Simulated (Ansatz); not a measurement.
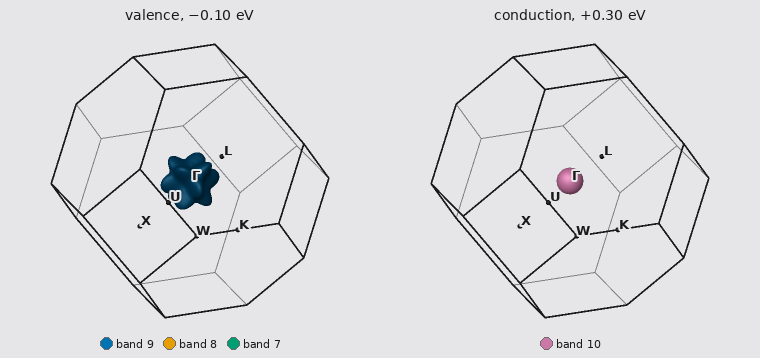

ZnS in space group F-43m: constant-energy surfaces at both band edges (energies from each edge).

The calculation used DFT PBE, scalar-relativistic, plane waves, PAW; levels and slopes on a dense k mesh at the converged density in Ansatz. No spin polarisation. The levels come from a k mesh of 34×34×34 points. Cell and positions as given, without relaxation.

Masses come from a second pass at points close to the extrema; at the energies drawn a band may no longer be parabolic.

> What kind of gap has this crystal, and what size does the calculation give?

The gap is direct, 2.11 eV at this level of theory, which underestimates gaps and can reorder valleys that lie close.

> Give the valleys and their effective masses.

Valence band (extrema up to 0.10 eV from the edge): one maximum at Γ, three bands meeting there, with masses of 0.19 and 0.70 mₑ among them, each the same along x, y and z. Band 9 forms the valence edge; band 8 meets it there and band 7 meets it there.
Conduction band (extrema up to 0.30 eV from the edge): one minimum at Γ, mass 0.17 mₑ in all directions. Band 10 forms the conduction edge.

Where one band's surface lies inside another's, the outer one hides all or part of it.

Spin-orbit coupling, left out here, can split bands that meet at an edge and change their masses.
